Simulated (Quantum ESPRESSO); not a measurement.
**SiC (Moissanite 3C): the LO frequency by hand**

Wanted: the LO mode of SiC (Moissanite 3C) from the TO mode and the field response.

Program: Quantum ESPRESSO 7.5. Level of theory: DFT LDA, scalar-relativistic, plane waves, PseudoDojo norm-conserving pseudopotentials. Results are calculated unless marked as measured.

### 1. The relaxed structure

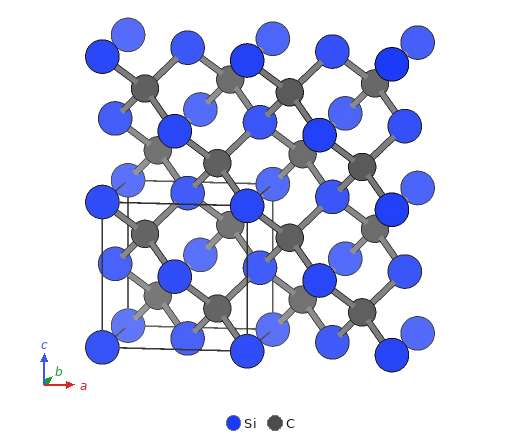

The cell as given, slightly off an axis (silicon blue, carbon dark grey). 2×1×2 cells are drawn. This picture shows the conventional cell, with its axes. Bonds to atoms that aren't drawn are left out. Some periodic images of atoms are drawn too.

This is the cell after its relaxation at this level of theory, not the database cell from which that began.

### 2. What the response run gave

A linear-response run on the relaxed cell, with the response to an electric field; only its zone-centre results are used. Cutoff 90 Ry, k mesh 12×12×12.

Output:

```text
[banners, grids, parts of the stress and lines that vanish by symmetry left out]
Program PHONON v.7.5
     Reading xml data from directory:

[...]
Exchange-correlation= PW
                           (   1   4   0   0   0   0   0)
[...]
kinetic-energy cut-off    =      90.0000  Ry
     charge density cut-off    =     360.0000  Ry
     convergence threshold     =      1.0E-18
[...]
Exchange-correlation= PW
                           (   1   4   0   0   0   0   0)
[...]
q = (   0.0000000   0.0000000   0.0000000 )
     25 Sym.Ops. (with q -> -q+G )
     G cutoff =  304.6420  (  15665 G-vectors)     FFT grid: ( 36, 36, 36)
     number of k points=    72
[...]
Mode symmetry, T_d (-43m)  point group:
[...]
Dielectric constant
[...]
End of electric fields calculation
          Dielectric constant in cartesian axis
          (       6.878850855      -0.000000000      -0.000000000 )
          (       0.000000000       6.878850855       0.000000000 )
          (      -0.000000000      -0.000000000       6.878850855 )
          Effective charges (d Force / dE) in cartesian axis without acoustic sum rule applied (asr)
           atom    1  Si    Mean Z*:        2.72195
      Ex  (        2.72195        0.00000        0.00000 )
      Ey  (        0.00000        2.72195       -0.00000 )
      Ez  (        0.00000       -0.00000        2.72195 )
           atom    2  C     Mean Z*:       -2.72347
      Ex  (       -2.72347        0.00000       -0.00000 )
      Ey  (        0.00000       -2.72347       -0.00000 )
      Ez  (       -0.00000       -0.00000       -2.72347 )
          Effective charges Sum: Mean:       -0.00151
[...]
Effective charges (d Force / dE) in cartesian axis with asr applied:
           atom    1  Si    Mean Z*:        2.72271
[...]
atom    2  C     Mean Z*:       -2.72271
[...]
Representation #   1 modes #   1   2   3
[...]
End of self-consistent calculation
     Convergence has been achieved
     Representation #   2 modes #   4   5   6
[...]
End of self-consistent calculation
     Convergence has been achieved
[...]
Dielectric constant in cartesian axis
          (       6.878850855      -0.000000000      -0.000000000 )
          (       0.000000000       6.878850855       0.000000000 )
          (      -0.000000000      -0.000000000       6.878850855 )
          Effective charges (d Force / dE) in cartesian axis without acoustic sum rule applied (asr)
           atom    1  Si    Mean Z*:        2.72195
      Ex  (        2.72195        0.00000        0.00000 )
      Ey  (        0.00000        2.72195       -0.00000 )
      Ez  (        0.00000       -0.00000        2.72195 )
           atom    2  C     Mean Z*:       -2.72347
      Ex  (       -2.72347        0.00000       -0.00000 )
      Ey  (        0.00000       -2.72347       -0.00000 )
      Ez  (       -0.00000       -0.00000       -2.72347 )
          Effective charges Sum: Mean:       -0.00151
[...]
Effective charges (d Force / dE) in cartesian axis with asr applied:
           atom    1  Si    Mean Z*:        2.72271
[...]
atom    2  C     Mean Z*:       -2.72271
[...]
q = (    0.000000000   0.000000000   0.000000000 )
[...]
freq (    1) =      -0.028412 [THz] =      -0.947737 [cm-1]
     freq (    2) =      -0.028412 [THz] =      -0.947737 [cm-1]
     freq (    3) =      -0.028412 [THz] =      -0.947737 [cm-1]
     freq (    4) =      23.926420 [THz] =     798.099477 [cm-1]
     freq (    5) =      23.926420 [THz] =     798.099477 [cm-1]
     freq (    6) =      23.926420 [THz] =     798.099477 [cm-1]
[...]
Mode symmetry, T_d (-43m)  point group:
     freq (   1-   3) =         -0.9  [cm-1]   --> T_2  G_15 P_4   I+R
     freq (   4-   6) =        798.1  [cm-1]   --> T_2  G_15 P_4   I+R

   JOB DONE.
```

| quantity | value |
| --- | --- |
| cell volume Ω (Å³) | 20.233 |
| mass of Si (u) | 28.085 |
| mass of C (u) | 12.011 |
| Born charge of Si, raw (e) | 2.722 |
| Born charge of C, raw (e) | -2.724 |
| ε∞ | 6.879 |
| ω(TO) after the sum rule (cm⁻¹) | 798.1 |

### 3. The calculation

The charges must sum to zero over the cell; taking off their mean, -0.001 e, leaves Z* = 2.723 e on Si. In the polar mode Si moves against C, so the reduced mass is μ = 28.09 × 12.01 / 40.10 = 8.413 u.

A longitudinal wave builds up a field that adds to the restoring force: ω(LO)² = ω(TO)² + 4π Z*² / (μ Ω ε∞), in Hartree atomic units. With μ = 15336 electron masses and Ω = 136.54 bohr³ the second term is 6.4675e-06 Ha², or 311535 cm⁻² (1 Ha = 219474.6 cm⁻¹).

So ω(LO) = √(636964 + 311535) = 973.9 cm⁻¹, and by the Lyddane-Sachs-Teller relation ε₀ = ε∞ (ω(LO)/ω(TO))² = 10.24.

### 4. Check against the program

The analysis program adds the same non-analytic term to the full matrix, here for q along (1 0 0).

Output:

```text
[banner, memory and clock lines left out]
Program DYNMAT v.7.5

     Reading Dynamical Matrix from file g.dyn
     ...Force constants read
     ...epsilon and Z* read

     Polarizability (A^3 units)
     multiply by 0.337882 for Clausius-Mossotti correction
         9.465455    0.000000   -0.000000
        -0.000000    9.465455   -0.000000
        -0.000000    0.000000    9.465455

     IR activities are in (D/A)^2/amu units

# mode   [cm-1]    [THz]      IR
    1     -0.00   -0.0000    0.0000
    2      0.00    0.0000    0.0000
    3      0.00    0.0000    0.0000
    4    798.10   23.9265   20.3291
    5    798.10   23.9265   20.3291
    6    973.91   29.1970   20.3291
```

ε₀ comes from the program's run without a direction of q.

| quantity | by hand | program |
| --- | --- | --- |
| ω(LO) (cm⁻¹) | 973.9 | 973.9 |
| ε₀ | 10.24 | 10.24 |

### 5. Results

| Quantity | Value |
| --- | --- |
| TO mode | 798.1 cm⁻¹ |
| LO mode | 973.9 cm⁻¹ |
| static dielectric constant | 10.24 |

In words: The LO mode of SiC (Moissanite 3C) lies at 974 cm⁻¹, 176 cm⁻¹ above the TO mode; the formula meets the program within 0.1 cm⁻¹, as it must for a cubic crystal with one polar mode. ω(LO)² − ω(TO)² goes with Z*²/ε∞: an error of 5 % in ε∞ would move the LO mode by 7.6 cm⁻¹, and semilocal functionals tend to overestimate ε∞. These are harmonic values at zero temperature, at the volume of this functional, for the structure held cubic; stability elsewhere in the zone is no part of this calculation.

[Host names and launcher messages were left out of these logs when they were recorded.]

[Logs are printed without paths, hosts, clocks, repeated set-up lines and the standing remarks that a program may print on its own settings, such as how far it seeks lower states.]

[Hosts, paths, dates, database ids (printed as entryN), source tags and the programs' standing remarks are cut or masked in the printed files.]
